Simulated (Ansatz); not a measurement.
# CdTe: geometry relaxation

- system: CdTe (2 atoms in the cell)
- method: DFT PBE, scalar-relativistic, plane waves, PAW, no spin polarisation (Ansatz 0.2.0)

The structure derives from a Materials Project entry.

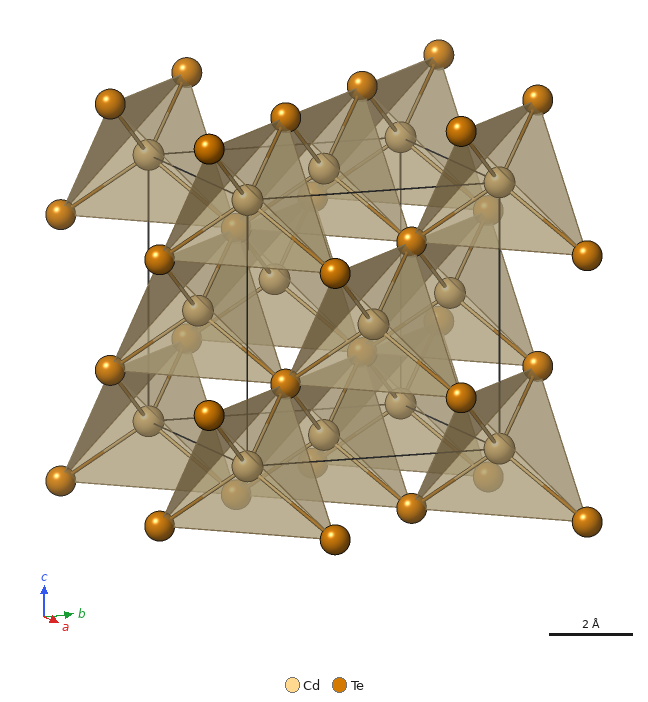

Fig. 1: The input geometry (polyhedral view of the cell 4 times as large as that of the calculation, set on its symmetry axes, seen slightly off an axis; polyhedra are completed across the faces of the cell).

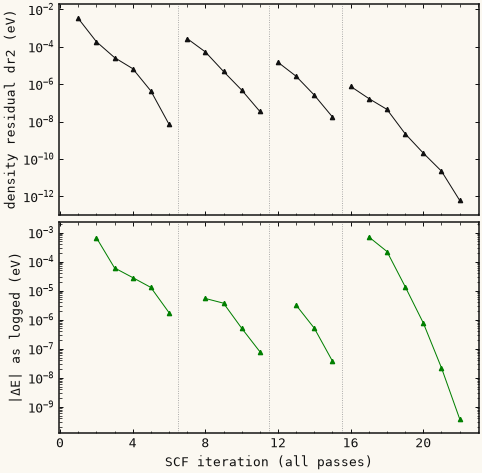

Fig. 2: Convergence of the self-consistent field: density residual dr2 and size of the energy change against the SCF iteration. The dotted lines part the SCF passes of the relaxation: geometry steps, rejected trials and re-solves on a re-selected basis. The passes take 6, 5, 4 and 7 iterations.

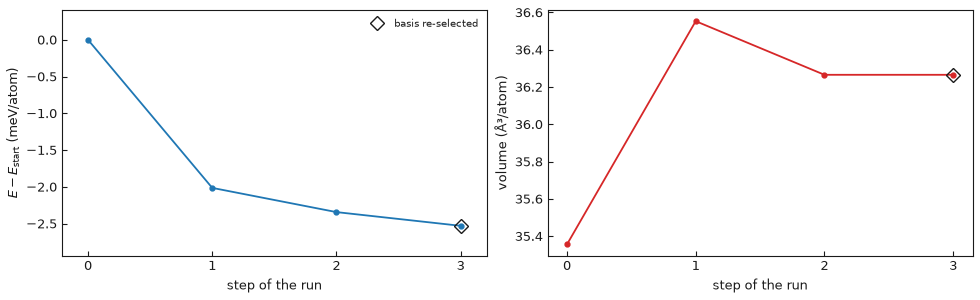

Fig. 3: Progress of the relaxation, step by step (the first geometry is step 0 here and step 1 in the log).

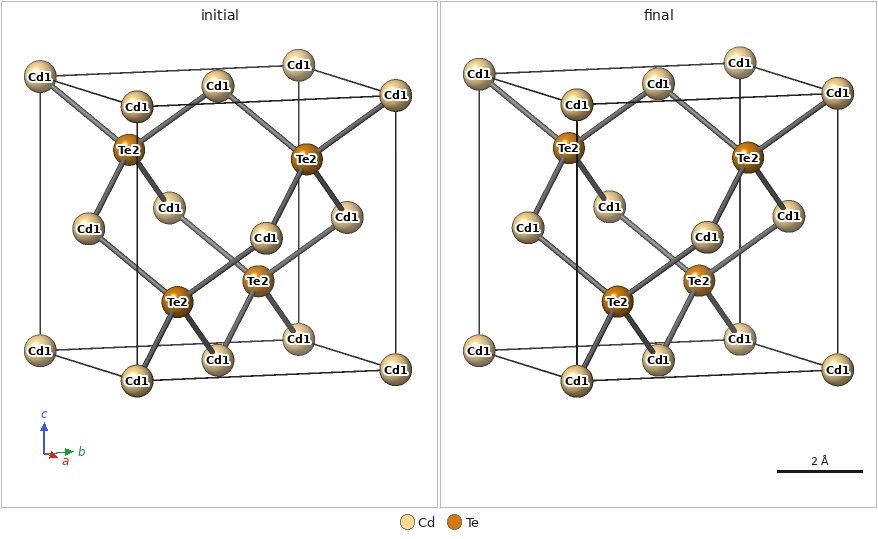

Fig. 4: Before (left) and after (right) the relaxation, at one scale (ball-and-stick view of the cell 4 times as large as that of the calculation, set on its symmetry axes, seen slightly off an axis). The energy falls by 2.3 meV per atom in 2 geometry steps. All forces vanish by symmetry, so only the cell relaxes. Pressure: 0.93 GPa at the start and −0.02 GPa at the end. The atoms keep their places relative to the cell (all moves are under 0.005 Å). The volume changes by +2.6 %, with a = b = c 6.564 → 6.620 Å (+0.9 %). Among the contacts that change: Cd1–Te2 2.842 → 2.867 Å. The space group stays F-43m (No. 216). A last SCF at the same geometry on a re-selected plane-wave basis shifts the energy by −0.2 meV per atom. (Atoms are counted from 1 in the order of the input.)

The input and output of the run follow.

**The input**
```yaml
crystal:
  lattice:
    - [0.0, 3.2821135562, 3.2821135562]
    - [3.2821135562, 0.0, 3.2821135562]
    - [3.2821135562, 3.2821135562, 0.0]
  atoms:
    - { symbol: Cd, position: [0.0, 0.0, 0.0] }
    - { symbol: Te, position: [0.25, 0.25, 0.25] }
basis:
  ecutwfc: 420
kpoints:
  mp_grid: { grid: [6, 6, 6] }
hamiltonian:
  xc: pbe
scf:
  occupations: { method: gaussian, width: 0.02 }
output:
  forces: true
  stress: true
  eigenvalues: true
relax:
  adjacent_minimum: "off"
  f_tol: 0.005
  max_steps: 80
  cell: { stress_tol: 0.05 }
```

Command:
```bash
ansatz run input.yaml --threads 8 --pin off --max-ram 16384MiB --backend cpu --events-out ev --progress --plain --runs-dir out
```

**The program's output**
```
Engine: ansatz 0.2.0, aarch64-unknown-linux-gnu
Pseudopotentials: kind: paw
Pseudopotential: Cd, paw, valence charge 20, recommended cutoff 420 eV (normal), Cd.paw.azcp
Pseudopotential: Te, paw, valence charge 16, recommended cutoff 420 eV (normal), Te.paw.azcp
Functional definition: PBE
  parameter kappa = 0.804
  parameter beta = 0.06672455060314922
  exchange = pbe_x(kappa = kappa, mu = beta*pi^2/3)
  correlation = pbe_c(beta = beta)
Crystal: 2 atoms, lattice volume = 70.712 Å³
Basis set: ecut = 420 eV, 1411 PW (Γ), exchange–correlation on 64×64×64 points (8 copies of the dense FFT grid, shifted against one another)
Bands: 22, of which v1, the nominal top of the filled ones, is band 18 counted from 1 (17 counted from 0)
Symmetry: 24 space group operations
Space group: F-43m (ITA 216), of the structure as read, at distance tolerance 4.1e-5 Å
k-points: 16 of 216 (time reversal used)
Non-local potential: Cd, projectors of the file, l = 0: 3, l = 1: 2, l = 2: 2, l = 3: 1
Non-local potential: Te, projectors of the file, l = 0: 2, l = 1: 2, l = 2: 2, l = 3: 2
PAW form: soft (Blöchl's): semilocal exchange-correlation on the pseudo side does not see the compensation charge
PAW one-centre angular grid: Cd, 590 points (default); XC on 64 Gauss nodes
PAW one-centre angular grid: Te, 590 points (default); XC on 64 Gauss nodes
Initial density: superposition of atomic densities (neutral atoms: chi_scale 0, normalization atom), corrected by the library's trained network
Initial wavefunctions: pseudopotential atomic-orbital guess
Functional: x = pbe(κ = 0.804, μ = 0.2195149727645171), c = pbe(β = 0.06672455060314922)
SCF iter   1: F=—  HF=-15235.329274 eV  |F-HF|=—  |Δ(HF+E_count)|=         —  Δρ=1.35e-3  dr2=3.29e-3  ethr=1.77e-3  ⟨swp⟩=6.4  Hψ=1688  notcnv=0
preconditioner: auto → none  [insulator: Δε(μ)=0.634 eV  Ē_g=11.261 eV  σ=0.020 eV  W_gap=1.00  n_scr=14 (ndim 8)  ℏωp=18.7 eV  f_vac=0.200  D(μ)=0.00/eV (n_scr^D=0)  ε∞_Penn≈3.8]
SCF iter   2: F=—  HF=-15235.328608 eV  |F-HF|=—  |Δ(HF+E_count)|=   6.66e-4  Δρ=5.05e-4  dr2=1.87e-4  ethr=9.13e-6  ⟨swp⟩=2.5  Hψ=705  notcnv=0
SCF iter   3: F=—  HF=-15235.328668 eV  |F-HF|=—  |Δ(HF+E_count)|=   6.06e-5  Δρ=1.88e-4  dr2=2.64e-5  ethr=5.20e-7  ⟨swp⟩=3.0  Hψ=672  notcnv=0
SCF iter   4: F=—  HF=-15235.328696 eV  |F-HF|=—  |Δ(HF+E_count)|=   2.82e-5  Δρ=8.02e-5  dr2=6.77e-6  ethr=7.32e-8  ⟨swp⟩=2.1  Hψ=519  notcnv=0
SCF iter   5: F=—  HF=-15235.328709 eV  |F-HF|=—  |Δ(HF+E_count)|=   1.29e-5  Δρ=2.25e-5  dr2=4.35e-7  ethr=1.88e-8  ⟨swp⟩=2.0  Hψ=496  notcnv=0
SCF iter   6: F=-15235.328711 eV  HF=-15235.328711 eV  |F-HF|=3.38e-8  |Δ(HF+E_count)|=   1.75e-6  Δρ=2.88e-6  dr2=7.20e-9  ethr=2.78e-10  ⟨swp⟩=6.9  Hψ=1597  notcnv=0
SCF 1 converged in 6 iterations: F = -15235.328711 eV  dr2 = 7.20e-9
  greatest PAW one-centre occupation: 1.000 electrons in one spin orbital (limit 2), on the Cd atom at site 0 (counted from 0), in its partial waves of l = 0
relax step   1: F+E_penalty+E_count = -15235.32871112 eV  Δ(F+E_penalty+E_count) = +0.000e0 eV  max|allowed force component| = 7.401e-17 eV/Å  Δτ_max = 0.0000 Å  P = +0.931 GPa  Ω = 70.712 Å³  (6 SCF iters, dr2 threshold 1.00e-7 eV, accepted)
Crystal: 2 atoms, lattice volume = 73.106 Å³
Basis set: ecut = 420 eV, 1459 PW (Γ), exchange–correlation on 64×64×64 points (8 copies of the dense FFT grid, shifted against one another)
Initial density: handed on by an earlier stage of this run
Initial wavefunctions: those handed on with the density
iter 1 solved again at ethr=6.64e-7 eV; its pass at ethr=3.10e-3 eV (dr2=2.39e-4 eV) is discarded
SCF iter   1: F=—  HF=-15235.332738 eV  |F-HF|=—  |Δ(HF+E_count)|=         —  Δρ=5.98e-4  dr2=2.73e-4  ethr=6.64e-7  ⟨swp⟩=2.0  Hψ=2154  notcnv=0
preconditioner: auto → none  [insulator: Δε(μ)=0.565 eV  Ē_g=11.120 eV  σ=0.020 eV  W_gap=1.00  n_scr=14 (ndim 8)  ℏωp=18.4 eV  f_vac=0.209  D(μ)=0.00/eV (n_scr^D=0)  ε∞_Penn≈3.7]
SCF iter   2: F=—  HF=-15235.332743 eV  |F-HF|=—  |Δ(HF+E_count)|=   5.38e-6  Δρ=2.57e-4  dr2=5.31e-5  ethr=6.64e-7  ⟨swp⟩=1.8  Hψ=369  notcnv=0
SCF iter   3: F=—  HF=-15235.332739 eV  |F-HF|=—  |Δ(HF+E_count)|=   3.71e-6  Δρ=6.45e-5  dr2=4.80e-6  ethr=1.48e-7  ⟨swp⟩=2.0  Hψ=496  notcnv=0
SCF iter   4: F=—  HF=-15235.332739 eV  |F-HF|=—  |Δ(HF+E_count)|=   5.10e-7  Δρ=2.58e-5  dr2=4.84e-7  ethr=1.33e-8  ⟨swp⟩=2.1  Hψ=559  notcnv=0
SCF iter   5: F=-15235.332739 eV  HF=-15235.332739 eV  |F-HF|=3.60e-8  |Δ(HF+E_count)|=   7.96e-8  Δρ=8.47e-6  dr2=3.50e-8  ethr=5.56e-10  ⟨swp⟩=6.1  Hψ=1541  notcnv=0
SCF 2 converged in 5 iterations: F = -15235.332739 eV  dr2 = 3.50e-8
relax step   2: F+E_penalty+E_count = -15235.33273901 eV  Δ(F+E_penalty+E_count) = -4.028e-3 eV  max|allowed force component| = 4.250e-17 eV/Å  Δτ_max = 0.0000 Å  P = -0.285 GPa  Ω = 73.106 Å³  energy of the carried Pulay correction = -5.122e-4 eV  (5 SCF iters, dr2 threshold 2.00e-7 eV, accepted)
Crystal: 2 atoms, lattice volume = 72.531 Å³
iter 1 solved again at ethr=1.96e-7 eV; its pass at ethr=3.10e-3 eV (dr2=7.05e-5 eV) is discarded
SCF iter   1: F=—  HF=-15235.333400 eV  |F-HF|=—  |Δ(HF+E_count)|=         —  Δρ=1.41e-4  dr2=1.48e-5  ethr=1.96e-7  ⟨swp⟩=3.0  Hψ=2051  notcnv=0
preconditioner: auto → none  [insulator: Δε(μ)=0.580 eV  Ē_g=11.150 eV  σ=0.020 eV  W_gap=1.00  n_scr=14 (ndim 8)  ℏωp=18.5 eV  f_vac=0.204  D(μ)=0.00/eV (n_scr^D=0)  ε∞_Penn≈3.8]
SCF iter   2: F=—  HF=-15235.333397 eV  |F-HF|=—  |Δ(HF+E_count)|=   3.16e-6  Δρ=5.77e-5  dr2=2.64e-6  ethr=4.11e-8  ⟨swp⟩=2.4  Hψ=458  notcnv=0
SCF iter   3: F=—  HF=-15235.333398 eV  |F-HF|=—  |Δ(HF+E_count)|=   5.09e-7  Δρ=1.49e-5  dr2=2.59e-7  ethr=7.33e-9  ⟨swp⟩=2.0  Hψ=496  notcnv=0
SCF iter   4: F=-15235.333398 eV  HF=-15235.333398 eV  |F-HF|=2.29e-9  |Δ(HF+E_count)|=   3.74e-8  Δρ=5.18e-6  dr2=1.76e-8  ethr=5.56e-10  ⟨swp⟩=6.0  Hψ=1482  notcnv=0
SCF 3 converged in 4 iterations: F = -15235.333398 eV  dr2 = 1.76e-8
relax step   3: F+E_penalty+E_count = -15235.33339779 eV  Δ(F+E_penalty+E_count) = -6.588e-4 eV  max|allowed force component| = 4.568e-17 eV/Å  Δτ_max = 0.0000 Å  P = -0.013 GPa  Ω = 72.531 Å³  energy of the carried Pulay correction = -3.917e-4 eV  (4 SCF iters, dr2 threshold 2.00e-7 eV, accepted)
Initial wavefunctions: pseudopotential atomic-orbital guess (no wavefunctions were taken with the density)
iter 1 solved again at ethr=8.71e-8 eV; its pass at ethr=3.10e-3 eV (dr2=3.13e-5 eV) is discarded
SCF iter   1: F=—  HF=-15235.332827 eV  |F-HF|=—  |Δ(HF+E_count)|=         —  Δρ=1.68e-4  dr2=7.62e-7  ethr=8.71e-8  ⟨swp⟩=4.0  Hψ=2658  notcnv=0
preconditioner: auto → none  [insulator: Δε(μ)=0.582 eV  Ē_g=11.150 eV  σ=0.020 eV  W_gap=1.00  n_scr=14 (ndim 8)  ℏωp=18.5 eV  f_vac=0.204  D(μ)=0.00/eV (n_scr^D=0)  ε∞_Penn≈3.8]
SCF iter   2: F=—  HF=-15235.333534 eV  |F-HF|=—  |Δ(HF+E_count)|=   7.07e-4  Δρ=8.30e-5  dr2=1.71e-7  ethr=2.12e-9  ⟨swp⟩=3.0  Hψ=699  notcnv=0
SCF iter   3: F=—  HF=-15235.333756 eV  |F-HF|=—  |Δ(HF+E_count)|=   2.22e-4  Δρ=2.17e-5  dr2=4.48e-8  ethr=4.74e-10  ⟨swp⟩=2.3  Hψ=501  notcnv=0
SCF iter   4: F=—  HF=-15235.333770 eV  |F-HF|=—  |Δ(HF+E_count)|=   1.38e-5  Δρ=5.16e-6  dr2=2.25e-9  ethr=1.25e-10  ⟨swp⟩=2.2  Hψ=505  notcnv=0
SCF iter   5: F=—  HF=-15235.333771 eV  |F-HF|=—  |Δ(HF+E_count)|=   7.72e-7  Δρ=8.89e-7  dr2=2.07e-10  ethr=6.26e-12  ⟨swp⟩=2.0  Hψ=545  notcnv=0
SCF iter   6: F=—  HF=-15235.333771 eV  |F-HF|=—  |Δ(HF+E_count)|=   2.21e-8  Δρ=1.67e-7  dr2=2.25e-11  ethr=1.00e-12  ⟨swp⟩=2.0  Hψ=496  notcnv=0
SCF iter   7: F=-15235.333771 eV  HF=-15235.333771 eV  |F-HF|=5.46e-12  |Δ(HF+E_count)|=  3.89e-10  Δρ=2.47e-8  dr2=6.22e-13  ethr=1.00e-12  ⟨swp⟩=6.2  Hψ=1493  notcnv=0
SCF 4 converged in 7 iterations: F = -15235.333771 eV  dr2 = 6.22e-13
relax step   4: F+E_penalty+E_count = -15235.33377080 eV  Δ(F+E_penalty+E_count) = -3.730e-4 eV  max|allowed force component| = 3.498e-17 eV/Å  Δτ_max = 0.0000 Å  P = -0.016 GPa  Ω = 72.531 Å³  stress off target by 1.58e-2 GPa  SCF on the basis re-selected at this cell (its energy is not comparable with the rows above)  (7 SCF iters)
basis re-selected at this cell: Δ(F+E_penalty+E_count) = -3.730e-4 eV, ΔP = -0.002 GPa vs the last step (what re-selecting the basis moved, of the pressure what is left beyond the Pulay correction that the steps carried, after the strain that the cell walked since its last selection, with what the two solves' SCF thresholds leave and, on support functions, any second-order correction that the steps lacked; it is no measure of the basis error at this ecutwfc). This SCF's stress stands 1.58e-2 GPa from its target on what of the cell is left free (relax.cell.stress_tol is 5.00e-2 GPa) and its largest allowed force component is 3.50e-17 eV/Å (relax.f_tol is 5.00e-3 eV/Å): within both
SCF converged after 7 iterations
Free energy (F): -15235.333771 eV
Harris-Foulkes:  -15235.333771 eV  (|F-HF|=5.46e-12)
Internal energy: -15235.333771 eV  (E = F + TS)
E sigma→0 (E₀):  -15235.333771 eV
Fermi energy:    6.885229 eV
--- Per-component energies (eV) ---
  E_band       = -815.387081
  E_kinetic    = 684.554195
  E_local      = -5557.448615  (includes V_loc(G=0)·N_el)
  E_nonlocal   = -276.728162
  E_hartree    = 2790.070826
  E_xc         = -300.450567
  E_vxc        = -324.975339  (∫ρ·V_xc dr)
  E_paw        = -8746.062048  (= ΣΔE_a)
  E_vpaw       = -920.930603  (= ΣTr[D̂ρ^β])
  E_aug_tail   = -0.000161  (compensation charges beyond the density's cutoff)
  E_ewald      = -3829.269238
  E_smearing   = -0.000000  (= −TS)
  E_closure    = 0.000000  (closes the sum)
  Σ components = -15235.333771   (vs F -15235.333771, Δ=0.00e0)
--- Forces (eV/Å), atoms counted from 1 ---
  atom   1  Cd     0.00000000    -0.00000000    -0.00000000
  atom   2  Te     0.00000000     0.00000000     0.00000000
  max |Σ_I F_I| component: 3.93e-17 eV/Å
--- Stress (GPa, compression-positive) ---
       -0.015791       0.000000      -0.000000
        0.000000      -0.015791       0.000000
       -0.000000       0.000000      -0.015791
  P = ⅓ Tr σ = -0.0158 GPa (-0.158 kbar)
--- Band table (eV; the first three rows and the last of 16) ---
  k-point 0: bands = ["-95.3865", "-56.4487", "-56.4487", "-56.4487", "-29.2909", "-29.2909", "-29.2909", "-29.2850", "-29.2850", "-4.2346", "-1.4895", "-1.4895", "-1.4895", "-1.2731", "-1.2731", "6.5943", "6.5943", "6.5943", "7.1754", "11.2456", "11.2456", "11.2456"]
  k-point 1: bands = ["-95.3865", "-56.4487", "-56.4487", "-56.4487", "-29.2909", "-29.2908", "-29.2908", "-29.2849", "-29.2849", "-4.1489", "-1.4741", "-1.4741", "-1.4125", "-1.2739", "-1.2739", "4.9389", "6.3954", "6.3954", "8.2961", "11.2942", "11.5559", "11.5559"]
  k-point 2: bands = ["-95.3865", "-56.4487", "-56.4487", "-56.4487", "-29.2909", "-29.2907", "-29.2907", "-29.2849", "-29.2849", "-3.9783", "-1.4474", "-1.4474", "-1.2706", "-1.2706", "-1.1698", "3.2643", "6.0579", "6.0579", "8.4432", "11.8382", "11.8382", "12.6734"]
  k-point 15: bands = ["-95.3865", "-56.4487", "-56.4487", "-56.4487", "-29.2910", "-29.2906", "-29.2904", "-29.2850", "-29.2847", "-3.7923", "-1.3808", "-1.3782", "-1.3109", "-1.2619", "-0.8033", "2.6754", "4.6197", "4.7226", "10.1851", "10.4453", "13.1537", "13.4933"]
--- Relaxed structure (3 steps of the walk, 3 accepted, 1 SCFs on fresh bases) ---
  F+E_penalty+E_count = -15235.33377080 eV   max|allowed force component| = 3.498e-17 eV/Å   (the final SCF, on the basis selected at the relaxed cell)
  cell:  # Å, volume = 72.5307 Å³
    - [9.553822561679231e-34, 3.310020241968147, 3.310020241968147]
    - [3.310020241968147, 6.152661729721426e-33, 3.310020241968147]
    - [3.310020241968147, 3.310020241968147, 5.8087241175009736e-33]
  atoms:
    - { symbol: Cd, position: [-7.921741220718243e-34, 1.0415622716129542e-33, 9.535429247160847e-34] }
    - { symbol: Te, position: [0.24999999999999997, 0.24999999999999997, 0.24999999999999997] }
```

**Trajectory as extended XYZ (Å, eV, eV/Å), 4 frames, from step=1 to step=4**
```
2
Lattice="0.0000 3.2821 3.2821 3.2821 0.0000 3.2821 3.2821 3.2821 0.0000" Properties=species:S:1:pos:R:3:forces:R:3 step=1 energy=-15235.32871 pressure_GPa=0.93
Cd    0.0000    0.0000    0.0000    0.0000   0.0000   0.0000
Te    1.6411    1.6411    1.6411    0.0000   0.0000   0.0000
2
Lattice="0.0000 3.3187 3.3187 3.3187 0.0000 3.3187 3.3187 3.3187 0.0000" Properties=species:S:1:pos:R:3:forces:R:3 step=2 energy=-15235.33274 pressure_GPa=-0.28
Cd    0.0000    0.0000    0.0000    0.0000   0.0000   0.0000
Te    1.6594    1.6594    1.6594    0.0000   0.0000   0.0000
2
Lattice="0.0000 3.3100 3.3100 3.3100 0.0000 3.3100 3.3100 3.3100 0.0000" Properties=species:S:1:pos:R:3:forces:R:3 step=3 energy=-15235.33340 pressure_GPa=-0.01
Cd    0.0000    0.0000    0.0000    0.0000   0.0000   0.0000
Te    1.6550    1.6550    1.6550    0.0000   0.0000   0.0000
2
Lattice="0.0000 3.3100 3.3100 3.3100 0.0000 3.3100 3.3100 3.3100 0.0000" Properties=species:S:1:pos:R:3:forces:R:3 step=4 energy=-15235.33377 pressure_GPa=-0.02
Cd    0.0000    0.0000    0.0000    0.0000   0.0000   0.0000
Te    1.6550    1.6550    1.6550    0.0000   0.0000   0.0000
```

**Summary**

```tsv
quantity	value
outcome	converged
space group (tolerance 0.01 Å)	F-43m (216)
electrons treated	36
free energy	−15235.3338 eV
Fermi energy	6.885 eV
gap on the k-point mesh	0.58 eV
pressure	−0.02 GPa
final volume	72.53 Å³
largest force (length of the vector) at the end	under 0.001 eV/Å
final cell	a = 4.681 Å, b = 4.681 Å, c = 4.681 Å, α = 60.00°, β = 60.00°, γ = 60.00°
hardware	8 threads of Arm Neoverse V2, 24 GiB of memory available, shared host
wall time	2.2 s (CPU time 11 s)
peak memory	0.44 GiB
```
